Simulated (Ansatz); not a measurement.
# Mg₈HO₈ (charge +1): geometry relaxation (part 1 of 2)

Mg₈HO₈ (defect cell, 17 atoms in the cell, total charge +1), computed with DFT PBE, scalar-relativistic, plane waves, PAW, PAW set soft_1, no spin polarisation (Ansatz 0.2.0).

The structure derives from an entry of the Crystallography Open Database. It belongs to a series of runs on one base structure; here: end point A relaxed.

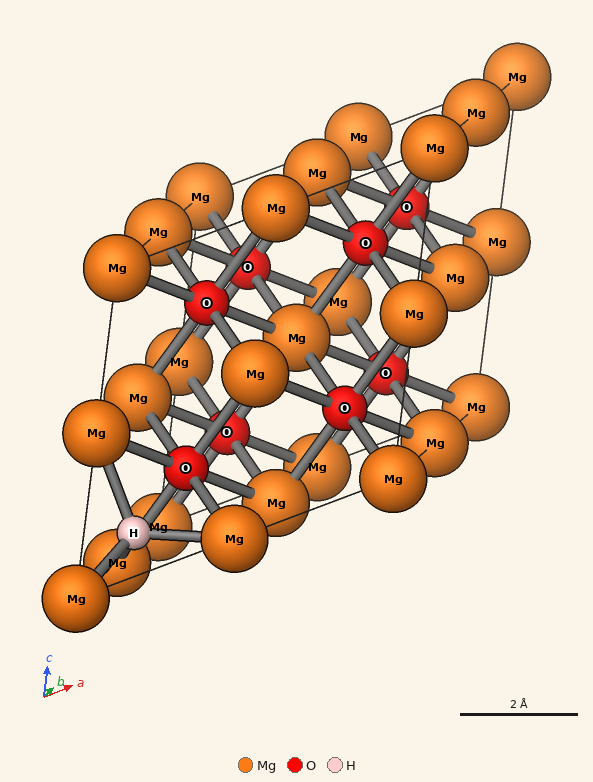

Fig. 1: The input geometry (ball-and-stick view of the cell of the calculation, seen slightly off an axis). An atom can appear more than once, as a periodic image.

### The input
```yaml
crystal:
  lattice:
    - [0.0, 4.2202, 4.2202]
    - [4.2202, 0.0, 4.2202]
    - [4.2202, 4.2202, 0.0]
  atoms:
    - { symbol: Mg, position: [0.0, 0.0, 0.0] }
    - { symbol: O, position: [0.25, 0.25, 0.25] }
    - { symbol: Mg, position: [0.0, 0.0, 0.5] }
    - { symbol: O, position: [0.25, 0.25, 0.75] }
    - { symbol: Mg, position: [0.0, 0.5, 0.0] }
    - { symbol: O, position: [0.25, 0.75, 0.25] }
    - { symbol: Mg, position: [0.0, 0.5, 0.5] }
    - { symbol: O, position: [0.25, 0.75, 0.75] }
    - { symbol: Mg, position: [0.5, 0.0, 0.0] }
    - { symbol: O, position: [0.75, 0.25, 0.25] }
    - { symbol: Mg, position: [0.5, 0.0, 0.5] }
    - { symbol: O, position: [0.75, 0.25, 0.75] }
    - { symbol: Mg, position: [0.5, 0.5, 0.0] }
    - { symbol: O, position: [0.75, 0.75, 0.25] }
    - { symbol: Mg, position: [0.5, 0.5, 0.5] }
    - { symbol: O, position: [0.75, 0.75, 0.75] }
    - { symbol: H, position: [0.1371501, 0.1150766, 0.1245903] }
total_charge: 1
basis:
  ecutwfc: 420.0
kpoints:
  mp_grid: { grid: [3, 3, 3] }
hamiltonian:
  xc: pbe
  pseudopotentials: { kind: paw, azcp: { folder: soft_1 } }
scf:
  occupations: { method: gaussian, width: 0.02 }
  lower_state_search: "off"
relax:
  f_tol: 0.03
  max_steps: 60
  adjacent_minimum: "off"
output:
  write_density: true
  write_potential: true
  elf: true
  volumetric_format: npy
```

Run on 2 threads of Arm Neoverse V1, 24 GiB of memory available, shared host.

Launch command:
```bash
ansatz run input.yaml --threads 2 --pin off --max-ram 5120MiB --backend cpu --events-out ev --progress --plain --runs-dir out
```

### Log
```
Engine: ansatz 0.2.0, aarch64-unknown-linux-gnu
Pseudopotentials: kind: paw
Pseudopotential: Mg, paw, valence charge 10, recommended cutoff 420 eV (normal), [file]
Pseudopotential: O, paw, valence charge 6, recommended cutoff 420 eV (normal), [file]
Pseudopotential: H, paw, valence charge 1, recommended cutoff 420 eV (normal), [file]
Functional definition: PBE
  parameter kappa = 0.804
  parameter beta = 0.06672455060314922
  exchange = pbe_x(kappa = kappa, mu = beta*pi^2/3)
  correlation = pbe_c(beta = beta)
Crystal: 17 atoms, lattice volume = 150.324 Å³
Basis set: ecut = 420 eV, 2891 PW (Γ), exchange–correlation on 80×80×80 points (8 copies of the dense FFT grid, shifted against one another)
Bands: 81, of which v1, the nominal top of the filled ones, is band 64 counted from 1 (63 counted from 0)
Symmetry: 1 space group operations
Space group: P1 (ITA 1), of the structure as read, at distance tolerance 5.3e-5 Å
k-points: 14 of 27 (time reversal used)
Non-local potential: Mg, projectors of the file, l = 0: 3, l = 1: 2, l = 2: 1
Non-local potential: O, projectors of the file, l = 0: 2, l = 1: 2, l = 2: 1
Non-local potential: H, projectors of the file, l = 0: 2, l = 1: 1
PAW form: soft (Blöchl's): semilocal exchange-correlation on the pseudo side does not see the compensation charge
PAW one-centre angular grid: Mg, 110 points (default); XC on 64 Gauss nodes
PAW one-centre angular grid: O, 110 points (default); XC on 64 Gauss nodes
PAW one-centre angular grid: H, 110 points (default); XC on 64 Gauss nodes
Initial density: superposition of atomic densities (chi_scale 0.1, normalization cell, long waves kept (reshape's long-wave potential 0.00 eV rms))
Initial wavefunctions: pseudopotential atomic-orbital guess
Functional: x = pbe(κ = 0.804, μ = 0.2195149727645171), c = pbe(β = 0.06672455060314922)
SCF iter   1: F=—  HF=-19976.405304 eV  |F-HF|=—  |Δ(HF+E_count)|=         —  Δρ=9.11e-2  dr2=7.21e0  ethr=3.10e-3  ⟨swp⟩=6.0  Hψ=4799  notcnv=0  defer=7
preconditioner: auto → Resta (q_TF=auto, 2.656 Å⁻¹)  ε∞=3.4  [insulator: Δε(μ)=1.713 eV  Ē_g=15.544 eV  σ=0.020 eV  W_gap=1.00  n_scr=58 (ndim 8)  ℏωp=24.2 eV  f_vac=0.000  D(μ)=0.00/eV (n_scr^D=0)  ε∞_Penn≈3.4]
SCF iter   2: F=—  HF=-19975.309663 eV  |F-HF|=—  |Δ(HF+E_count)|=    1.10e0  Δρ=4.54e-2  dr2=2.17e0  ethr=3.10e-3  ⟨swp⟩=2.0  Hψ=2167  notcnv=0  defer=171
SCF iter   3: F=—  HF=-19975.397499 eV  |F-HF|=—  |Δ(HF+E_count)|=   8.78e-2  Δρ=8.30e-3  dr2=1.17e-1  ethr=1.70e-3  ⟨swp⟩=2.7  Hψ=1805  notcnv=0  defer=171
SCF iter   4: F=—  HF=-19975.409872 eV  |F-HF|=—  |Δ(HF+E_count)|=   1.24e-2  Δρ=1.67e-3  dr2=5.19e-3  ethr=9.15e-5  ⟨swp⟩=2.3  Hψ=2033  notcnv=0  defer=171
SCF iter   5: F=—  HF=-19975.409908 eV  |F-HF|=—  |Δ(HF+E_count)|=   3.54e-5  Δρ=3.19e-4  dr2=1.92e-4  ethr=4.05e-6  ⟨swp⟩=2.3  Hψ=1534  notcnv=0  defer=171
SCF iter   6: F=-19975.409875 eV  HF=-19975.409882 eV  |F-HF|=7.13e-6  |Δ(HF+E_count)|=   2.52e-5  Δρ=9.19e-5  dr2=1.14e-5  ethr=1.76e-8  ⟨swp⟩=8.4  Hψ=8912  notcnv=0
SCF 1 converged in 6 iterations: F = -19975.409875 eV  dr2 = 1.14e-5
  greatest PAW one-centre occupation: 1.000 electrons in one spin orbital (limit 2), on the Mg atom at site 8 (counted from 0), in its partial waves of l = 0
relax step   1: F+E_penalty+E_count = -19975.40987525 eV  Δ(F+E_penalty+E_count) = +0.000e0 eV  max|allowed force component| = 1.688e0 eV/Å  Δτ_max = 0.0000 Å  (6 SCF iters, dr2 threshold 2.25e-5 eV, accepted)
Initial density: handed on by an earlier stage of this run
Initial wavefunctions: those handed on with the density
iter 1 solved again at ethr=1.29e-4 eV; its pass at ethr=3.10e-3 eV (dr2=1.65e-1 eV) is discarded
SCF iter   1: F=—  HF=-19976.051937 eV  |F-HF|=—  |Δ(HF+E_count)|=         —  Δρ=1.36e-2  dr2=1.65e-1  ethr=1.29e-4  ⟨swp⟩=1.8  Hψ=3638  notcnv=0  defer=151
preconditioner: auto → Resta (q_TF=auto, 2.656 Å⁻¹)  ε∞=3.4  [insulator: Δε(μ)=2.295 eV  Ē_g=15.756 eV  σ=0.020 eV  W_gap=1.00  n_scr=58 (ndim 8)  ℏωp=24.2 eV  f_vac=0.000  D(μ)=0.00/eV (n_scr^D=0)  ε∞_Penn≈3.4]
SCF iter   2: F=—  HF=-19976.028978 eV  |F-HF|=—  |Δ(HF+E_count)|=   2.30e-2  Δρ=7.23e-3  dr2=4.76e-2  ethr=1.29e-4  ⟨swp⟩=2.0  Hψ=1070  notcnv=0  defer=151
SCF iter   3: F=—  HF=-19976.023301 eV  |F-HF|=—  |Δ(HF+E_count)|=   5.68e-3  Δρ=5.99e-4  dr2=3.61e-4  ethr=3.72e-5  ⟨swp⟩=2.9  Hψ=1875  notcnv=0  defer=151
SCF iter   4: F=—  HF=-19976.023366 eV  |F-HF|=—  |Δ(HF+E_count)|=   6.56e-5  Δρ=1.02e-4  dr2=2.72e-5  ethr=2.82e-7  ⟨swp⟩=2.0  Hψ=1914  notcnv=0  defer=151
iter 5 did not close the SCF: its close was put off for the readings that it lacked (scf_convergence_deferred on its scf_iter line)
SCF iter   5: F=-19976.023354 eV  HF=-19976.023356 eV  |F-HF|=2.43e-6  |Δ(HF+E_count)|=   1.00e-5  Δρ=3.19e-5  dr2=3.42e-6  ethr=2.13e-8  ⟨swp⟩=2.0  Hψ=1865  notcnv=0  defer=151
SCF iter   6: F=-19976.023355 eV  HF=-19976.023355 eV  |F-HF|=1.63e-7  |Δ(HF+E_count)|=   1.20e-6  Δρ=1.06e-5  dr2=3.06e-7  ethr=2.67e-9  ⟨swp⟩=6.0  Hψ=7535  notcnv=0
SCF 2 converged in 6 iterations: F = -19976.023355 eV  dr2 = 3.06e-7
relax step   2: F+E_penalty+E_count = -19976.02335505 eV  Δ(F+E_penalty+E_count) = -6.135e-1 eV  max|allowed force component| = 4.602e-1 eV/Å  Δτ_max = 0.0832 Å  (6 SCF iters, dr2 threshold 1.00e-4 eV, accepted)
SCF iter   1: F=—  HF=-19976.108681 eV  |F-HF|=—  |Δ(HF+E_count)|=         —  Δρ=5.89e-3  dr2=2.57e-2  ethr=3.18e-4  ⟨swp⟩=5.1  Hψ=2340  notcnv=0  defer=160
preconditioner: auto → Resta (q_TF=auto, 2.656 Å⁻¹)  ε∞=3.4  [insulator: Δε(μ)=2.664 eV  Ē_g=15.745 eV  σ=0.020 eV  W_gap=1.00  n_scr=58 (ndim 8)  ℏωp=24.2 eV  f_vac=0.000  D(μ)=0.00/eV (n_scr^D=0)  ε∞_Penn≈3.4]
SCF iter   2: F=—  HF=-19976.105744 eV  |F-HF|=—  |Δ(HF+E_count)|=   2.94e-3  Δρ=3.11e-3  dr2=7.68e-3  ethr=2.01e-5  ⟨swp⟩=2.0  Hψ=1394  notcnv=0  defer=160
SCF iter   3: F=—  HF=-19976.105080 eV  |F-HF|=—  |Δ(HF+E_count)|=   6.64e-4  Δρ=2.68e-4  dr2=1.18e-4  ethr=6.00e-6  ⟨swp⟩=2.0  Hψ=1668  notcnv=0  defer=160
iter 4 did not close the SCF: its close was put off for the readings that it lacked (scf_convergence_deferred on its scf_iter line)
SCF iter   4: F=-19976.105064 eV  HF=-19976.105070 eV  |F-HF|=6.59e-6  |Δ(HF+E_count)|=   1.02e-5  Δρ=6.48e-5  dr2=1.01e-5  ethr=9.23e-8  ⟨swp⟩=2.0  Hψ=1578  notcnv=0  defer=160
iter 5 did not close the SCF: its close was put off for the readings that it lacked (scf_convergence_deferred on its scf_iter line)
SCF iter   5: F=-19976.105067 eV  HF=-19976.105067 eV  |F-HF|=4.77e-7  |Δ(HF+E_count)|=   2.89e-6  Δρ=1.69e-5  dr2=6.84e-7  ethr=7.90e-9  ⟨swp⟩=2.0  Hψ=1814  notcnv=0  defer=160
SCF iter   6: F=-19976.105067 eV  HF=-19976.105067 eV  |F-HF|=2.78e-8  |Δ(HF+E_count)|=   1.82e-7  Δρ=5.28e-6  dr2=4.40e-8  ethr=5.34e-10  ⟨swp⟩=6.1  Hψ=7204  notcnv=0
SCF 3 converged in 6 iterations: F = -19976.105067 eV  dr2 = 4.40e-8
[...]
relax step   3: F+E_penalty+E_count = -19976.10506711 eV  Δ(F+E_penalty+E_count) = -8.171e-2 eV  max|allowed force component| = 2.214e-1 eV/Å  Δτ_max = 0.0385 Å  (6 SCF iters, dr2 threshold 1.32e-5 eV, accepted)
preconditioner: auto → Resta (q_TF=auto, 2.656 Å⁻¹)  ε∞=3.4  [insulator: Δε(μ)=2.742 eV  Ē_g=15.739 eV  σ=0.020 eV  W_gap=1.00  n_scr=58 (ndim 8)  ℏωp=24.2 eV  f_vac=0.000  D(μ)=0.00/eV (n_scr^D=0)  ε∞_Penn≈3.4]
relax step   4: F+E_penalty+E_count = -19976.13290669 eV  Δ(F+E_penalty+E_count) = -2.784e-2 eV  max|allowed force component| = 3.627e-1 eV/Å  Δτ_max = 0.0420 Å  (6 SCF iters, dr2 threshold 3.64e-6 eV, accepted)
preconditioner: auto → Resta (q_TF=auto, 2.656 Å⁻¹)  ε∞=3.4  [insulator: Δε(μ)=2.912 eV  Ē_g=15.751 eV  σ=0.020 eV  W_gap=1.00  n_scr=58 (ndim 8)  ℏωp=24.2 eV  f_vac=0.000  D(μ)=0.00/eV (n_scr^D=0)  ε∞_Penn≈3.4]
relax step   5: F+E_penalty+E_count = -19976.19923360 eV  Δ(F+E_penalty+E_count) = -6.633e-2 eV  max|allowed force component| = 5.957e-1 eV/Å  Δτ_max = 0.0627 Å  (6 SCF iters, dr2 threshold 3.04e-5 eV, accepted)
preconditioner: auto → Resta (q_TF=auto, 2.656 Å⁻¹)  ε∞=3.3  [insulator: Δε(μ)=3.562 eV  Ē_g=15.825 eV  σ=0.020 eV  W_gap=1.00  n_scr=58 (ndim 8)  ℏωp=24.2 eV  f_vac=0.000  D(μ)=0.00/eV (n_scr^D=0)  ε∞_Penn≈3.3]
relax step   6: F+E_penalty+E_count = -19976.57581756 eV  Δ(F+E_penalty+E_count) = -3.766e-1 eV  max|allowed force component| = 1.505e0 eV/Å  Δτ_max = 0.1516 Å  (6 SCF iters, dr2 threshold 1.00e-4 eV, accepted)
preconditioner: auto → Resta (q_TF=auto, 2.656 Å⁻¹)  ε∞=3.3  [insulator: Δε(μ)=3.999 eV  Ē_g=15.945 eV  σ=0.020 eV  W_gap=1.00  n_scr=58 (ndim 8)  ℏωp=24.2 eV  f_vac=0.000  D(μ)=0.00/eV (n_scr^D=0)  ε∞_Penn≈3.3]
relax step   7: F+E_penalty+E_count = -19977.11713299 eV  Δ(F+E_penalty+E_count) = -5.413e-1 eV  max|allowed force component| = 1.647e0 eV/Å  Δτ_max = 0.2000 Å  (6 SCF iters, dr2 threshold 1.00e-4 eV, accepted)
preconditioner: auto → Resta (q_TF=auto, 2.656 Å⁻¹)  ε∞=3.2  [insulator: Δε(μ)=4.427 eV  Ē_g=16.181 eV  σ=0.020 eV  W_gap=1.00  n_scr=58 (ndim 8)  ℏωp=24.2 eV  f_vac=0.000  D(μ)=0.00/eV (n_scr^D=0)  ε∞_Penn≈3.2]
relax step   8: F+E_penalty+E_count = -19976.92481401 eV  Δ(F+E_penalty+E_count) = +1.923e-1 eV  max|allowed force component| = 5.180e0 eV/Å  Δτ_max = 0.1938 Å  (6 SCF iters, dr2 threshold 1.00e-4 eV, rejected (line search))
preconditioner: auto → Resta (q_TF=auto, 2.656 Å⁻¹)  ε∞=3.3  [insulator: Δε(μ)=4.183 eV  Ē_g=15.962 eV  σ=0.020 eV  W_gap=1.00  n_scr=58 (ndim 8)  ℏωp=24.2 eV  f_vac=0.000  D(μ)=0.00/eV (n_scr^D=0)  ε∞_Penn≈3.3]
relax step   9: F+E_penalty+E_count = -19977.31135534 eV  Δ(F+E_penalty+E_count) = -1.942e-1 eV  max|allowed force component| = 1.053e0 eV/Å  Δτ_max = 0.0943 Å  (7 SCF iters, accepted)
preconditioner: auto → Resta (q_TF=auto, 2.656 Å⁻¹)  ε∞=3.3  [insulator: Δε(μ)=4.205 eV  Ē_g=16.030 eV  σ=0.020 eV  W_gap=1.00  n_scr=58 (ndim 8)  ℏωp=24.2 eV  f_vac=0.000  D(μ)=0.00/eV (n_scr^D=0)  ε∞_Penn≈3.3]
relax step  10: F+E_penalty+E_count = -19977.39809194 eV  Δ(F+E_penalty+E_count) = -8.674e-2 eV  max|allowed force component| = 5.428e-1 eV/Å  Δτ_max = 0.1000 Å  (6 SCF iters, dr2 threshold 1.00e-4 eV, accepted)
preconditioner: auto → Resta (q_TF=auto, 2.656 Å⁻¹)  ε∞=3.3  [insulator: Δε(μ)=4.239 eV  Ē_g=16.054 eV  σ=0.020 eV  W_gap=1.00  n_scr=58 (ndim 8)  ℏωp=24.2 eV  f_vac=0.000  D(μ)=0.00/eV (n_scr^D=0)  ε∞_Penn≈3.3]
relax step  11: F+E_penalty+E_count = -19977.43056169 eV  Δ(F+E_penalty+E_count) = -3.247e-2 eV  max|allowed force component| = 3.775e-2 eV/Å  Δτ_max = 0.1129 Å  (6 SCF iters, dr2 threshold 7.84e-5 eV, accepted)
preconditioner: auto → Resta (q_TF=auto, 2.656 Å⁻¹)  ε∞=3.3  [insulator: Δε(μ)=4.219 eV  Ē_g=16.044 eV  σ=0.020 eV  W_gap=1.00  n_scr=58 (ndim 8)  ℏωp=24.2 eV  f_vac=0.000  D(μ)=0.00/eV (n_scr^D=0)  ε∞_Penn≈3.3]
relax step  12: F+E_penalty+E_count = -19977.43056173 eV  Δ(F+E_penalty+E_count) = -3.430e-8 eV  max|allowed force component| = 3.775e-2 eV/Å  Δτ_max = 0.0000 Å  (6 SCF iters, accepted)
preconditioner: auto → Resta (q_TF=auto, 2.656 Å⁻¹)  ε∞=3.3  [insulator: Δε(μ)=4.212 eV  Ē_g=16.043 eV  σ=0.020 eV  W_gap=1.00  n_scr=58 (ndim 8)  ℏωp=24.2 eV  f_vac=0.000  D(μ)=0.00/eV (n_scr^D=0)  ε∞_Penn≈3.3]
relax step  13: F+E_penalty+E_count = -19977.43071971 eV  Δ(F+E_penalty+E_count) = -1.580e-4 eV  max|allowed force component| = 1.518e-3 eV/Å  Δτ_max = 0.0049 Å  (6 SCF iters, accepted)
```

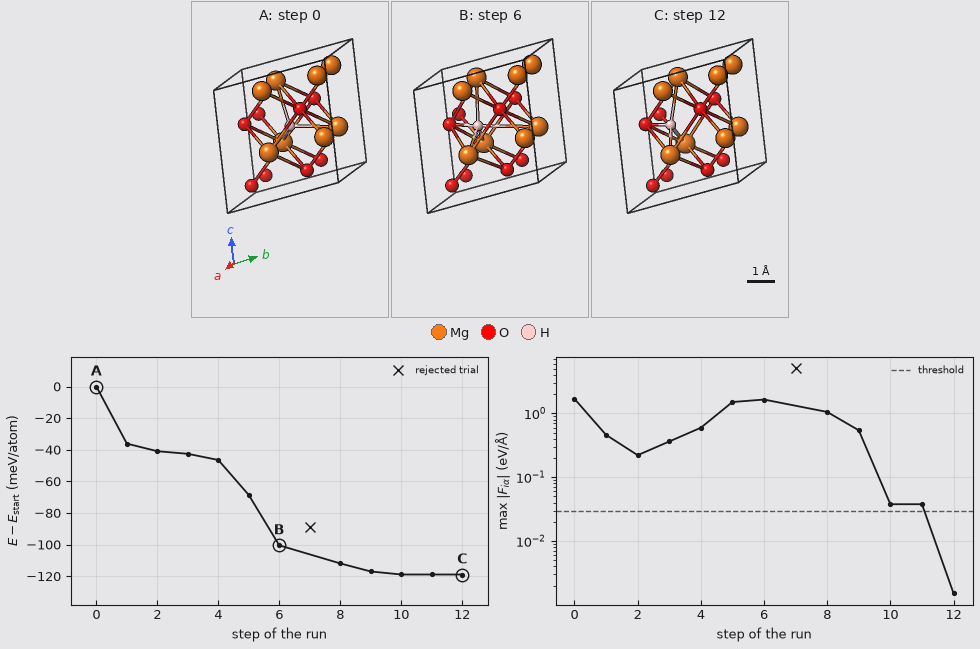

Fig. 2: Frames of the relaxation (ball-and-stick view of the cell of the calculation (origin shifted), seen slightly off an axis) above the curves, on which the letters mark them (the first geometry is step 0 here and step 1 in the log).

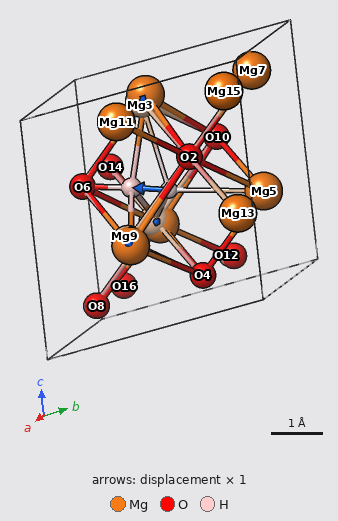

Fig. 3: Start (faint) and end (solid) with the displacements as blue arrows, at true length (ball-and-stick view of the cell of the calculation (origin shifted), seen slightly off an axis). Over 12 geometry steps the energy falls by 119 meV per atom. The largest force component goes from 1.7 to 0.0015 eV/Å. The line search rejected the trial step at point 7 (counted from 0) and went back. The atom that moves furthest is H17 (0.76 Å). Largest moves by element: H 0.76 Å, Mg 0.17 Å, O 0.09 Å. The lattice vectors keep their values. Distances before and after: O6–H17 1.780 → 0.983 Å, Mg5–H17 1.876 → 2.649 Å, Mg1–O6 2.110 → 2.252 Å, Mg9–H17 1.768 → 1.887 Å. New bonds form: O6–H17 (1.78 → 0.98 Å). Bonds break: Mg5–H17 (1.88 → 2.65 Å). Among the angles that change: Mg1–H17–Mg3 108.9° → 117.8°, Mg1–O4–Mg9 90.0° → 98.6°, Mg1–O14–Mg9 90.0° → 82.7°. (Atoms are counted from 1 in the order of the input.)

```
NSCF: frozen V_eff on 14 k-points
the band table was solved once a step of the walk had ended and its energy, with any forces and stress, was formed, with the checks that follow a solve (5392 applications of the Hamiltonian). They found nothing against the state; the energy, forces and stress were not computed again (output.eigenvalues in the input reference)
Free energy (F): -19977.430720 eV
Harris-Foulkes:  -19977.430720 eV  (|F-HF|=1.64e-10)
Internal energy: -19977.430720 eV  (E = F + TS)
E sigma→0 (E₀):  -19977.430720 eV
Fermi energy:    10.229367 eV
--- Per-component energies (eV) ---
[...]
  E_band       = -2353.566489
  E_kinetic    = 1952.657179
  E_local      = -13601.073123  (includes V_loc(G=0)·N_el)
  E_nonlocal   = 1974.368883
  E_hartree    = 4520.778647
  E_xc         = -806.012355
  E_vxc        = -1032.572770  (∫ρ·V_xc dr)
  E_paw        = -3707.598076  (= ΣΔE_a)
  E_vpaw       = -688.508312  (= ΣTr[D̂ρ^β])
  E_aug_tail   = 0.004422  (compensation charges beyond the density's cutoff)
  E_ewald      = -10310.556298
  E_smearing   = -0.000000  (= −TS)
  E_closure    = 0.000000  (closes the sum)
  E_deformation_potential = 18.378844  (in the stress; not in F)
  Σ components = -19977.430720   (vs F -19977.430720, Δ=0.00e0)
--- Forces (eV/Å), atoms counted from 1 ---
  atom   1  Mg    -0.00054310    -0.00146684    -0.00031964
  atom   2  O     -0.00072315     0.00007204    -0.00020781
  atom   3  Mg     0.00151855     0.00069434    -0.00054215
  atom   4  O      0.00016246     0.00086429    -0.00012609
  atom   5  Mg     0.00038810    -0.00032042     0.00066557
  atom   6  O     -0.00058562     0.00053454    -0.00094035
  atom   7  Mg     0.00092816    -0.00099213    -0.00016988
  atom   8  O     -0.00018812     0.00040911    -0.00055919
  atom   9  Mg    -0.00082069     0.00075197     0.00110020
  atom  10  O     -0.00037902     0.00060864     0.00071980
  atom  11  Mg    -0.00067054     0.00051028    -0.00128202
  atom  12  O     -0.00006558    -0.00019275    -0.00050908
  atom  13  Mg    -0.00031677    -0.00119093     0.00086674
  atom  14  O     -0.00054076     0.00023100     0.00006530
  atom  15  Mg     0.00111087     0.00021510     0.00085123
  atom  16  O     -0.00004255     0.00054731     0.00004352
  atom  17  H      0.00077079    -0.00127515     0.00035219
  max |Σ_I F_I| component: 8.36e-6 eV/Å
--- Band table (eV; the first three rows and the last of 14) ---
```
